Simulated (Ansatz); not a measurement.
**Geometry relaxation, with input and output: Si2C (part 2 of 2)**

Continued. System: Si2C (P-3m1, 6 atoms in the cell). Method: DFT PBE, scalar-relativistic, plane waves, PAW, no spin polarisation (Ansatz 0.2.0); cutoff 420 eV, 12×12×4 k-mesh, Gaussian smearing of 0.1 eV. The structure was made by a generator, so it may or may not be a known phase.

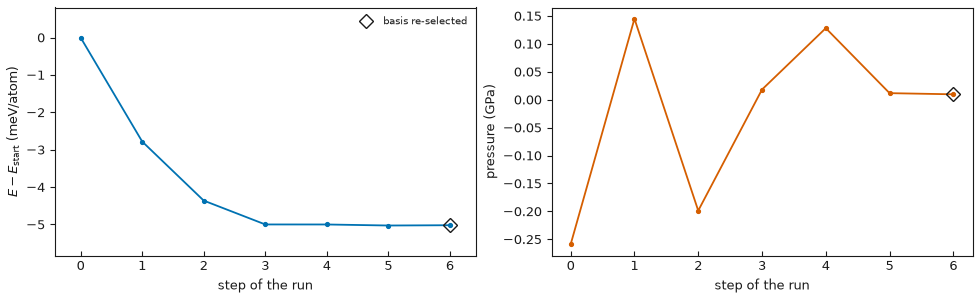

Figure 1. Progress of the relaxation, step by step (the first geometry is step 0 here and step 1 in the log).

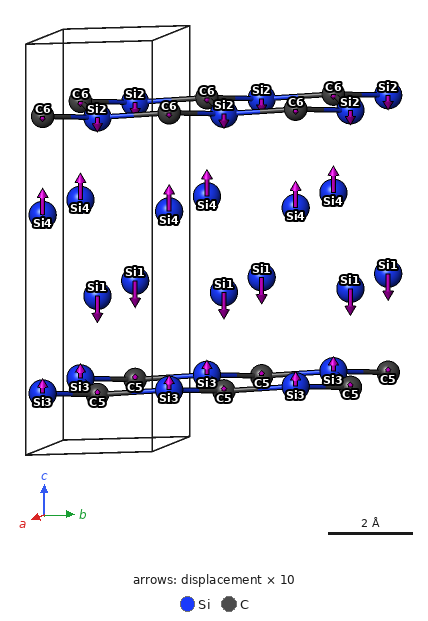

Figure 2. The starting structure with the displacements (without the part carried along by the change of the cell) as pink arrows, magnified 10 times (ball-and-stick view of the cell of the calculation, repeated 2 × 3 × 1, seen slightly off an axis). The largest moves relative to the cell, 0.066 Å, are those of Si1 and Si4. By element the largest moves are Si 0.066 Å, C 0.014 Å. The volume changes by −0.1 %, with a = b 3.104 → 3.110 Å (+0.2 %), c 9.893 → 9.841 Å (−0.5 %). Among the contacts that change: Si2–C6 1.801 → 1.806 Å. The space group stays P-3m1 (No. 164). The energy falls by 5.0 meV per atom in 5 geometry steps. Largest force component: 0.22 eV/Å at the start, 0.004 eV/Å at the end. The pressure goes from −0.26 to 0.01 GPa. A last SCF at the same geometry on a re-selected plane-wave basis shifts the energy by +0.0 meV per atom. (Atoms are counted from 1 in the order of the input.)

```
basis re-selected at this cell: Δ(F+E_penalty+E_count) = +4.629e-5 eV, ΔP = -0.002 GPa vs the last step (what re-selecting the basis moved, of the pressure what is left beyond the Pulay correction that the steps carried, after the strain that the cell walked since its last selection, with what the two solves' SCF thresholds leave and, on support functions, any second-order correction that the steps lacked; it is no measure of the basis error at this ecutwfc). This SCF's stress stands 2.27e-2 GPa from its target on what of the cell is left free (relax.cell.stress_tol is 5.00e-2 GPa) and its largest allowed force component is 3.95e-3 eV/Å (relax.f_tol is 1.00e-2 eV/Å): within both
SCF converged after 6 iterations
Free energy (F): -3041.975473 eV
Harris-Foulkes:  -3041.975473 eV  (|F-HF|=2.27e-12)
Internal energy: -3041.969147 eV  (E = F + TS)
E sigma→0 (E₀):  -3041.972310 eV
Entropy (-TS):   -0.006326 eV (-1.054 meV/atom)
Fermi energy:    9.075532 eV
--- Per-component energies (eV) ---
  E_band       = 49.792454
  E_kinetic    = 344.249370
  E_local      = -381.040961  (includes V_loc(G=0)·N_el)
  E_nonlocal   = 155.713566
  E_hartree    = 130.580369
  E_xc         = -319.071730
  E_vxc        = -308.925246  (∫ρ·V_xc dr)
  E_paw        = -2247.666602  (= ΣΔE_a)
  E_vpaw       = -21.365071  (= ΣTr[D̂ρ^β])
  E_aug_tail   = 0.000042  (compensation charges beyond the density's cutoff)
  E_ewald      = -724.733201
  E_smearing   = -0.006326  (= −TS)
  E_closure    = 0.000000  (closes the sum)
  Σ components = -3041.975473   (vs F -3041.975473, Δ=0.00e0)
--- Forces (eV/Å), atoms counted from 1 ---
  atom   1  Si    -0.00000000     0.00000000    -0.00164352
  atom   2  Si    -0.00000000     0.00000000    -0.00395172
  atom   3  Si     0.00000000    -0.00000000     0.00395172
  atom   4  Si     0.00000000    -0.00000000     0.00164352
  atom   5  C     -0.00000000     0.00000000    -0.00304879
  atom   6  C      0.00000000    -0.00000000     0.00304879
  max |Σ_I F_I| component: 1.30e-16 eV/Å
--- Stress (GPa, compression-positive) ---
        0.022682       0.000000       0.000000
        0.000000       0.022682      -0.000000
        0.000000      -0.000000      -0.016527
  P = ⅓ Tr σ = 0.0096 GPa (0.096 kbar)
--- Band table (eV; the first three rows and the last of 69) ---
  k-point 0: bands = ["-7.3908", "-7.0978", "-2.5296", "-0.0946", "1.8233", "5.5197", "5.5197", "5.6145", "5.6145", "6.2267", "8.3849", "12.0089", "13.1057", "13.8615", "13.8615", "13.9438", "13.9438", "14.2726"]
  k-point 1: bands = ["-7.3752", "-7.1180", "-2.4436", "-0.4212", "2.3662", "5.4184", "5.5204", "5.5204", "5.6139", "5.6139", "9.2031", "11.9236", "12.9670", "13.8090", "13.8090", "14.0260", "14.0260", "14.2529"]
  k-point 2: bands = ["-7.3568", "-7.1410", "-2.3417", "-0.6983", "3.0367", "4.5976", "5.5211", "5.5211", "5.6132", "5.6132", "9.9760", "11.7170", "12.7955", "13.7817", "13.7817", "14.0920", "14.0920", "14.2254"]
  k-point 68: bands = ["-3.7994", "-3.7994", "-0.5412", "-0.5412", "1.0012", "1.2000", "2.9912", "2.9912", "4.8703", "4.8703", "5.5916", "7.6700", "7.7257", "7.7257", "10.6174", "10.6174", "12.9005", "14.5423"]
--- Relaxed structure (6 steps of the walk, 6 accepted, 1 SCFs on fresh bases) ---
  F+E_penalty+E_count = -3041.97547263 eV   max|allowed force component| = 3.952e-3 eV/Å   (the final SCF, on the basis selected at the relaxed cell)
  cell:  # Å, volume = 82.4112 Å³
    - [3.1095662614977315, 2.8922844936452957e-11, -3.742036919735285e-19]
    - [-1.5547831307739137, 2.692963377193579, -3.742036919795657e-19]
    - [-1.192749844527482e-18, -2.065903331508126e-18, 9.841379268880717]
  atoms:
    - { symbol: Si, position: [0.33333333333333326, 0.6666666666666665, 0.387220154995677] }
    - { symbol: Si, position: [0.33333333333333326, 0.6666666666666665, 0.8245231519653776] }
    - { symbol: Si, position: [0.6666666666666667, 0.33333333333333326, 0.17547684803462252] }
    - { symbol: Si, position: [0.6666666666666667, 0.33333333333333326, 0.6127798450043231] }
    - { symbol: C, position: [0.33333333333333326, 0.6666666666666665, 0.15527477313408466] }
    - { symbol: C, position: [0.6666666666666667, 0.33333333333333326, 0.8447252268659154] }
```

**Trajectory as extended XYZ (Å, eV, eV/Å), 7 frames, from step=1 to step=7**
```
6
Lattice="3.1036 0.0000 0.0000 -1.5518 2.6878 0.0000 0.0000 0.0000 9.8926" Properties=species:S:1:pos:R:3:forces:R:3 step=1 energy=-3041.94536 pressure_GPa=-0.26
Si    0.0000    1.7919    3.8972    0.0000   0.0000  -0.2210
Si    0.0000    1.7919    8.1940    0.0000   0.0000  -0.1541
Si    1.5518    0.8959    1.6985    0.0000   0.0000   0.1541
Si    1.5518    0.8959    5.9953    0.0000   0.0000   0.2210
C     0.0000    1.7919    1.5217    0.0000   0.0000   0.0517
C     1.5518    0.8959    8.3709    0.0000   0.0000  -0.0517
6
Lattice="3.1051 0.0000 0.0000 -1.5525 2.6891 0.0000 0.0000 0.0000 9.7810" Properties=species:S:1:pos:R:3:forces:R:3 step=2 energy=-3041.96204 pressure_GPa=0.14
Si    0.0000    1.7927    3.8400    0.0000   0.0000  -0.1777
Si    0.0000    1.7927    8.0971    0.0000   0.0000  -0.0830
Si    1.5525    0.8964    1.6840    0.0000   0.0000   0.0830
Si    1.5525    0.8964    5.9410    0.0000   0.0000   0.1777
C     0.0000    1.7927    1.4960    0.0000   0.0000   0.0590
C     1.5525    0.8964    8.2850    0.0000   0.0000  -0.0590
6
Lattice="3.1180 0.0000 0.0000 -1.5590 2.7003 0.0000 0.0000 0.0000 9.7313" Properties=species:S:1:pos:R:3:forces:R:3 step=3 energy=-3041.97152 pressure_GPa=-0.20
Si    0.0000    1.8002    3.7832    0.0000   0.0000   0.0217
Si    0.0000    1.8002    8.0180    0.0000   0.0000   0.0371
Si    1.5590    0.9001    1.7133    0.0000   0.0000  -0.0371
Si    1.5590    0.9001    5.9481    0.0000   0.0000  -0.0217
C     0.0000    1.8002    1.5182    0.0000   0.0000  -0.0305
C     1.5590    0.9001    8.2130    0.0000   0.0000   0.0305
6
Lattice="3.1105 0.0000 0.0000 -1.5553 2.6938 0.0000 0.0000 0.0000 9.7737" Properties=species:S:1:pos:R:3:forces:R:3 step=4 energy=-3041.97535 pressure_GPa=0.02
Si    0.0000    1.7959    3.7794    0.0000   0.0000   0.0077
Si    0.0000    1.7959    8.0807    0.0000   0.0000  -0.0071
Si    1.5553    0.8979    1.6930    0.0000   0.0000   0.0071
Si    1.5553    0.8979    5.9942    0.0000   0.0000  -0.0077
C     0.0000    1.7959    1.4965    0.0000   0.0000   0.0042
C     1.5553    0.8979    8.2771    0.0000   0.0000  -0.0042
6
Lattice="3.1084 0.0000 0.0000 -1.5542 2.6919 0.0000 0.0000 0.0000 9.8433" Properties=species:S:1:pos:R:3:forces:R:3 step=5 energy=-3041.97535 pressure_GPa=0.13
Si    0.0000    1.7946    3.8181    0.0000   0.0000  -0.0208
Si    0.0000    1.7946    8.1141    0.0000   0.0000  -0.0141
Si    1.5542    0.8973    1.7292    0.0000   0.0000   0.0141
Si    1.5542    0.8973    6.0252    0.0000   0.0000   0.0208
C     0.0000    1.7946    1.5322    0.0000   0.0000  -0.0089
C     1.5542    0.8973    8.3111    0.0000   0.0000   0.0089
6
Lattice="3.1096 0.0000 0.0000 -1.5548 2.6930 0.0000 0.0000 0.0000 9.8414" Properties=species:S:1:pos:R:3:forces:R:3 step=6 energy=-3041.97552 pressure_GPa=0.01
Si    0.0000    1.7953    3.8108    0.0000   0.0000  -0.0016
Si    0.0000    1.7953    8.1144    0.0000   0.0000  -0.0039
Si    1.5548    0.8977    1.7269    0.0000   0.0000   0.0039
Si    1.5548    0.8977    6.0306    0.0000   0.0000   0.0016
C     0.0000    1.7953    1.5281    0.0000   0.0000  -0.0031
C     1.5548    0.8977    8.3133    0.0000   0.0000   0.0031
6
Lattice="3.1096 0.0000 0.0000 -1.5548 2.6930 0.0000 0.0000 0.0000 9.8414" Properties=species:S:1:pos:R:3:forces:R:3 step=7 energy=-3041.97547 pressure_GPa=0.01
Si    0.0000    1.7953    3.8108    0.0000   0.0000  -0.0016
Si    0.0000    1.7953    8.1144    0.0000   0.0000  -0.0040
Si    1.5548    0.8977    1.7269    0.0000   0.0000   0.0040
Si    1.5548    0.8977    6.0306    0.0000   0.0000   0.0016
C     0.0000    1.7953    1.5281    0.0000   0.0000  -0.0030
C     1.5548    0.8977    8.3133    0.0000   0.0000   0.0030
```

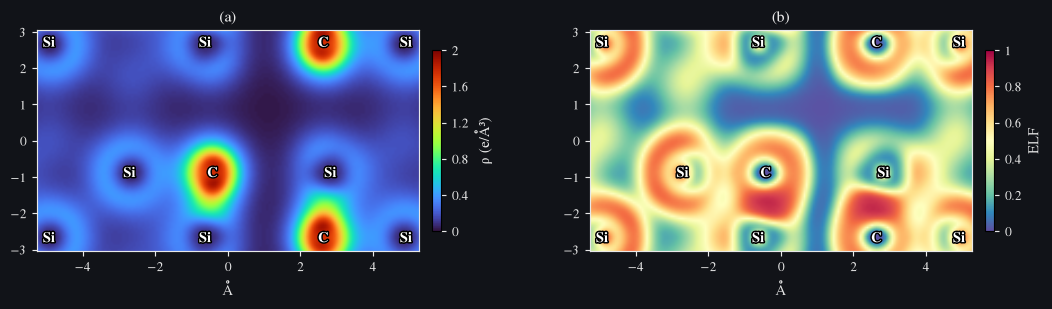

Figure 3. (a) valence electron density; (b) electron localisation function on the (110) plane of the conventional cell. Si–C (1.81 Å): the density is about 0.99 e/Å³ at the midpoint; the ELF peaks at about 0.95 between the atoms (a shared electron pair). Away from the nuclei the density in this plane falls to 0.02 e/Å³ at its lowest. The fields are those of the smooth PAW valence density.

The run was set up as follows.

**The input**
```yaml
crystal:
  lattice:
    - [3.1036163001, 0.0, 0.0]
    - [-1.5518081501, 2.6878105595, 0.0]
    - [0.0, 0.0, 9.892574389]
  atoms:
    - { symbol: Si, position: [0.3333333333, 0.6666666667, 0.3939555277] }
    - { symbol: Si, position: [0.3333333333, 0.6666666667, 0.8283008582] }
    - { symbol: Si, position: [0.6666666667, 0.3333333333, 0.1716991418] }
    - { symbol: Si, position: [0.6666666667, 0.3333333333, 0.6060444723] }
    - { symbol: C, position: [0.3333333333, 0.6666666667, 0.1538233432] }
    - { symbol: C, position: [0.6666666667, 0.3333333333, 0.8461766568] }
basis:
  ecutwfc: 420
kpoints:
  mp_grid: { grid: [12, 12, 4] }
hamiltonian:
  xc: pbe
scf:
  occupations: { method: gaussian, width: 0.1 }
output:
  forces: true
  stress: true
  eigenvalues: true
  write_density: true
  write_potential: true
  elf: true
  volumetric_format: npy
relax:
  adjacent_minimum: "off"
  f_tol: 0.01
  max_steps: 80
  cell: { stress_tol: 0.05 }
```

Launch command:
```bash
ansatz run input.yaml --threads 1 --pin off --max-ram 2560MiB --backend cpu --events-out ev --progress --plain --runs-dir out
```

**Summary**

```json
{"quantity": "outcome", "value": "converged"}
{"quantity": "space group (tolerance 0.01 Å)", "value": "P-3m1 (164)"}
{"quantity": "electrons treated", "value": "24"}
{"quantity": "free energy", "value": "−3041.9755 eV"}
{"quantity": "Fermi energy", "value": "9.076 eV"}
{"quantity": "gap on the k-point mesh", "value": "none (metallic)"}
{"quantity": "pressure", "value": "0.01 GPa"}
{"quantity": "final volume", "value": "82.41 Å³"}
{"quantity": "largest force (length of the vector) at the end", "value": "0.004 eV/Å"}
{"quantity": "final cell", "value": "a = 3.110 Å, b = 3.110 Å, c = 9.841 Å, α = 90.00°, β = 90.00°, γ = 120.00°"}
{"quantity": "hardware", "value": "1 thread of Intel Xeon @ 2.50GHz (Skylake/Cascade Lake), 189 GiB of memory available, shared host"}
{"quantity": "wall time", "value": "1.7 min"}
{"quantity": "peak memory", "value": "0.43 GiB"}
```
